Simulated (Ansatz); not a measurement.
Geometry relaxation, with input and output: Zn₁₆Se₁₅ (part 3 of 3)

Continued. System: Zn₁₆Se₁₅ (defect cell, 31 atoms in the cell). Method: DFT PBE, scalar-relativistic, plane waves, PAW, no spin polarisation (Ansatz 0.2.0); cutoff 420 eV, 2×2×2 k-mesh, Gaussian smearing of 0.01 eV. The structure derives from a Materials Project entry. It belongs to a series of runs on one base structure; here: Se vacancy (site c), charge +0, atoms relaxed at the host's cell.

Trajectory as extended XYZ, continued
```
31
Lattice="-5.7318 5.7318 -5.7318 5.7318 -5.7318 -5.7318 -5.7318 -5.7318 5.7318" Properties=species:S:1:pos:R:3:forces:R:3 step=3 energy=-135159.79646
Zn   -3.0695    0.2036   -2.6623    0.0313  -0.0313  -0.0313
Zn   -2.8437   -2.8567    0.0222   -0.0122   0.0321  -0.0122
Zn   -2.8567   -5.7540    2.8437    0.0321   0.0122   0.0122
Zn   -5.5282    2.6623   -2.6623   -0.0313   0.0313  -0.0313
Zn   -2.8437    2.8881   -5.7226   -0.0122  -0.0122   0.0321
Zn   -5.5282    0.2036   -0.2036   -0.0313  -0.0313   0.0313
Zn   -5.7410   -2.8437    2.8437   -0.0321  -0.0122   0.0122
Zn    2.8881   -5.7540   -2.8751   -0.0122   0.0122  -0.0321
Zn   -5.7410   -5.7540   -5.7095   -0.0321   0.0122  -0.0122
Zn   -2.8567   -2.8437   -5.7095    0.0321  -0.0122  -0.0122
Zn   -2.8437   -5.7410   -2.8881   -0.0122  -0.0321   0.0122
Zn   -0.0222   -2.8437   -2.8751    0.0122  -0.0122  -0.0321
Zn    2.6623   -3.0695   -5.9354    0.0313   0.0313   0.0313
Zn   -0.0222   -5.7540    0.0092    0.0122   0.0122   0.0321
Zn   -5.7540   -2.8567   -2.8881    0.0122   0.0321   0.0122
Zn   -0.0222   -0.0092   -5.7095    0.0122  -0.0321  -0.0122
Se   -4.3143   -1.3819    1.3819    0.0640   0.0267  -0.0267
Se   -4.2988   -4.2988    4.2988    0.0000   0.0000   0.0000
Se   -1.3819   -1.4840   -7.1802    0.0267  -0.0267   0.0640
Se   -4.3143    4.2478   -4.2478    0.0640  -0.0267   0.0267
Se   -1.3819   -4.3143   -4.3499    0.0267   0.0640  -0.0267
Se   -1.4840   -7.2157   -1.4174   -0.0267  -0.0267  -0.0640
Se    1.4329   -4.2988   -1.4329    0.0000   0.0000   0.0000
Se    4.2478   -4.2833   -4.3499   -0.0267  -0.0640  -0.0267
Se   -4.2833   -1.3819   -4.2478   -0.0640   0.0267   0.0267
Se   -4.2988   -4.2988   -1.4329    0.0000   0.0000   0.0000
Se   -1.4840   -1.3819   -1.4484   -0.0267   0.0267   0.0640
Se    1.4484   -1.4840   -4.3499   -0.0640  -0.0267  -0.0267
Se   -1.3819   -4.2833    1.4840    0.0267  -0.0640   0.0267
Se   -7.1137   -1.3819   -1.4174    0.0267   0.0267  -0.0640
Se   -1.4840    1.4174   -4.2478   -0.0267   0.0640   0.0267
31
Lattice="-5.7318 5.7318 -5.7318 5.7318 -5.7318 -5.7318 -5.7318 -5.7318 5.7318" Properties=species:S:1:pos:R:3:forces:R:3 step=5 energy=-135159.80233
Zn   -3.0556    0.1897   -2.6762   -0.0005   0.0005   0.0005
Zn   -2.8439   -2.8581    0.0220   -0.0010   0.0010  -0.0010
Zn   -2.8581   -5.7537    2.8439    0.0010   0.0010   0.0010
Zn   -5.5421    2.6762   -2.6762    0.0005  -0.0005   0.0005
Zn   -2.8439    2.8878   -5.7240   -0.0010  -0.0010   0.0010
Zn   -5.5421    0.1897   -0.1897    0.0005   0.0005  -0.0005
Zn   -5.7396   -2.8439    2.8439   -0.0010  -0.0010   0.0010
Zn    2.8878   -5.7537   -2.8737   -0.0010   0.0010  -0.0010
Zn   -5.7396   -5.7537   -5.7098   -0.0010   0.0010  -0.0010
Zn   -2.8581   -2.8439   -5.7098    0.0010  -0.0010  -0.0010
Zn   -2.8439   -5.7396   -2.8878   -0.0010  -0.0010   0.0010
Zn   -0.0220   -2.8439   -2.8737    0.0010  -0.0010  -0.0010
Zn    2.6762   -3.0556   -5.9215   -0.0005  -0.0005  -0.0005
Zn   -0.0220   -5.7537    0.0078    0.0010   0.0010   0.0010
Zn   -5.7537   -2.8581   -2.8878    0.0010   0.0010   0.0010
Zn   -0.0220   -0.0078   -5.7098    0.0010  -0.0010  -0.0010
Se   -4.3049   -1.3823    1.3823    0.0010  -0.0005   0.0005
Se   -4.2988   -4.2988    4.2988    0.0000   0.0000   0.0000
Se   -1.3823   -1.4836   -7.1708   -0.0005   0.0005   0.0010
Se   -4.3049    4.2482   -4.2482    0.0010   0.0005  -0.0005
Se   -1.3823   -4.3049   -4.3494   -0.0005   0.0010   0.0005
Se   -1.4836   -7.2153   -1.4268    0.0005   0.0005  -0.0010
Se    1.4329   -4.2988   -1.4329    0.0000   0.0000   0.0000
Se    4.2482   -4.2927   -4.3494    0.0005  -0.0010   0.0005
Se   -4.2927   -1.3823   -4.2482   -0.0010  -0.0005  -0.0005
Se   -4.2988   -4.2988   -1.4329    0.0000   0.0000   0.0000
Se   -1.4836   -1.3823   -1.4390    0.0005  -0.0005   0.0010
Se    1.4390   -1.4836   -4.3494   -0.0010   0.0005   0.0005
Se   -1.3823   -4.2927    1.4836   -0.0005  -0.0010  -0.0005
Se   -7.1141   -1.3823   -1.4268   -0.0005  -0.0005  -0.0010
Se   -1.4836    1.4268   -4.2482    0.0005   0.0010  -0.0005
```

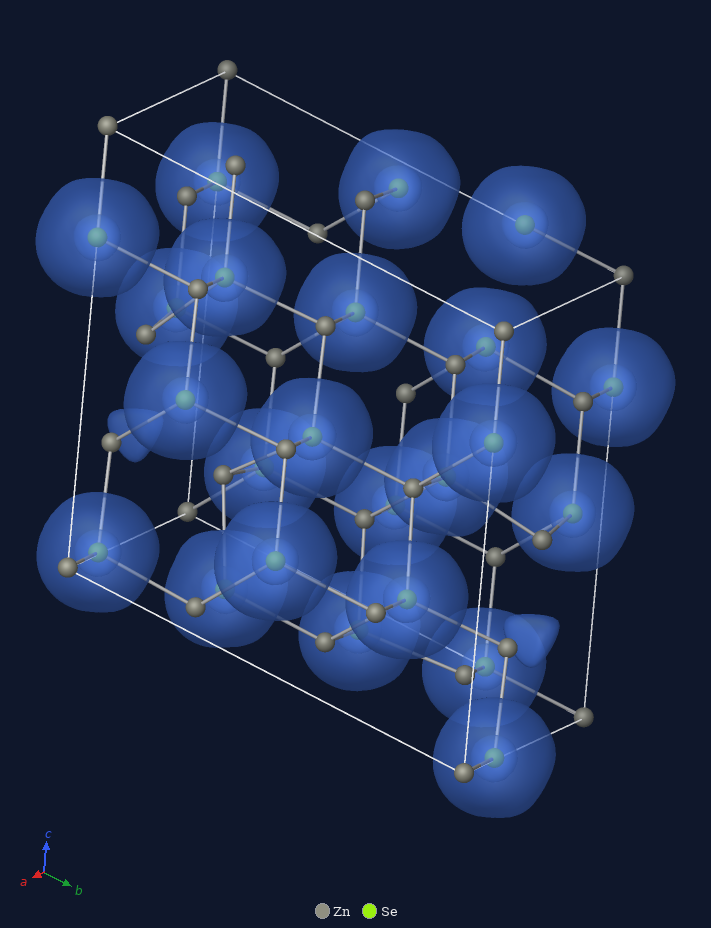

*Isosurface of the electron localisation function at 0.6 (blue), seen slightly off an axis. Core shells and regions of very low density are left out. Sticks mark near contacts. The outline is the calculation cell.*

Values along the shortest contacts: Zn–Se (2.48 Å): the ELF is about 0.60 at the midpoint. Zn–Se (2.54 Å): the ELF is about 0.60 at the midpoint. In a PAW calculation such maps are meaningful between the atoms, not at the nuclei.

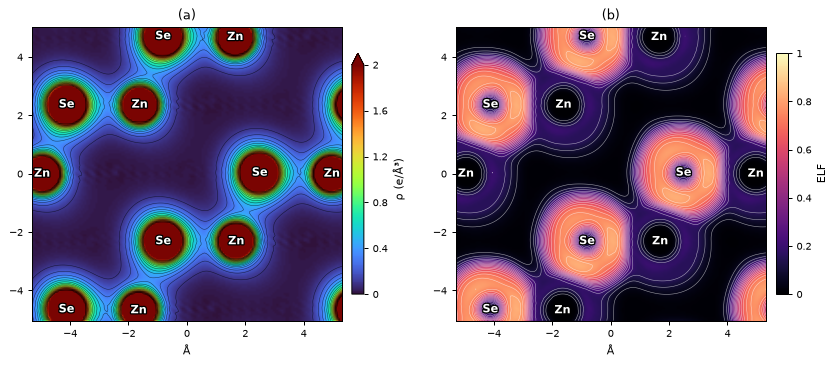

*(a) valence electron density; (b) electron localisation function on the (101̄) plane of the calculation cell.*

Atoms in the plane: Zn and Se. Zn–Se (2.48 Å): ρ is about 0.45 e/Å³ halfway, with its minimum of 0.39 e/Å³ about 1.1 Å from Zn; the ELF is about 0.60 at the midpoint. The density dies away to nearly zero in the voids.

The run was set up as follows.

The input
```yaml
crystal:
  lattice:
    - [-5.7317611754, 5.7317611754, -5.7317611754]
    - [5.7317611754, -5.7317611754, -5.7317611754]
    - [-5.7317611754, -5.7317611754, 5.7317611754]
  atoms:
    - { symbol: Zn, position: [0.5, 0.25, 0.25] }
    - { symbol: Zn, position: [0.25, 0.25, 0.5] }
    - { symbol: Zn, position: [0.0, 0.25, 0.75] }
    - { symbol: Zn, position: [0.75, 0.0, 0.25] }
    - { symbol: Zn, position: [0.75, 0.25, 0.0] }
    - { symbol: Zn, position: [0.5, 0.0, 0.5] }
    - { symbol: Zn, position: [0.25, 0.0, 0.75] }
    - { symbol: Zn, position: [0.0, 0.75, 0.25] }
    - { symbol: Zn, position: [1.0, 1.0, 1.0] }
    - { symbol: Zn, position: [0.75, 0.75, 0.5] }
    - { symbol: Zn, position: [0.5, 0.75, 0.75] }
    - { symbol: Zn, position: [0.25, 0.5, 0.25] }
    - { symbol: Zn, position: [0.25, 0.75, 0.0] }
    - { symbol: Zn, position: [0.0, 0.5, 0.5] }
    - { symbol: Zn, position: [0.75, 0.5, 0.75] }
    - { symbol: Zn, position: [0.5, 0.5, 0.0] }
    - { symbol: Se, position: [0.25, 0.0, 0.5] }
    - { symbol: Se, position: [0.0, 0.0, 0.75] }
    - { symbol: Se, position: [0.75, 0.75, 0.25] }
    - { symbol: Se, position: [0.75, 0.0, 0.0] }
    - { symbol: Se, position: [0.5, 0.75, 0.5] }
    - { symbol: Se, position: [0.25, 0.75, 0.75] }
    - { symbol: Se, position: [0.0, 0.5, 0.25] }
    - { symbol: Se, position: [0.0, 0.75, 0.0] }
    - { symbol: Se, position: [0.75, 0.5, 0.5] }
    - { symbol: Se, position: [0.5, 0.5, 0.75] }
    - { symbol: Se, position: [0.25, 0.25, 0.25] }
    - { symbol: Se, position: [0.25, 0.5, 0.0] }
    - { symbol: Se, position: [0.0, 0.25, 0.5] }
    - { symbol: Se, position: [0.75, 0.25, 0.75] }
    - { symbol: Se, position: [0.5, 0.25, 0.0] }
  host:
    lattice:
      - [0.0, 2.8658805877, 2.8658805877]
      - [2.8658805877, 0.0, 2.8658805877]
      - [2.8658805877, 2.8658805877, 0.0]
    atoms:
      - { symbol: Zn, position: [0.0, 0.0, 0.0] }
      - { symbol: Se, position: [0.75, 0.75, 0.75] }
basis:
  ecutwfc: 420
  xc_grid: 2
kpoints:
  mp_grid: { grid: [2, 2, 2], shift: [0.5, 0.5, 0.5] }
hamiltonian:
  xc: pbe
scf:
  occupations: { method: gaussian, width: 0.01 }
output:
  forces: true
  stress: false
  eigenvalues: true
  charged_corrections:
    defect_position: [0.5, 0.0, 0.25]
    epsilon: [[10.789, 0.0, 0.0], [0.0, 10.789, 0.0], [0.0, 0.0, 10.789]]
  write_density: true
  write_potential: true
  elf: true
  volumetric_format: npy
relax:
  adjacent_minimum: "off"
  f_tol: 0.025
  max_steps: 45
```

Command:
```bash
ansatz run input.yaml --threads 4 --pin off --max-ram 10240MiB --backend cpu --events-out ev --progress --plain --runs-dir out
```

Results in brief

- outcome: converged
- electrons treated: 432
- free energy: −135159.8023 eV
- Fermi energy: 6.860 eV
- gap on the k-point mesh: 1.63 eV
- final volume: 753.22 Å³
- largest force (length of the vector) at the end: 0.002 eV/Å
- hardware: 4 threads of Intel Xeon @ 2.50GHz (Skylake/Cascade Lake), 189 GiB of memory available, shared host
- wall time: 2.9 min (CPU time 11 min)
- peak memory: 2.2 GiB
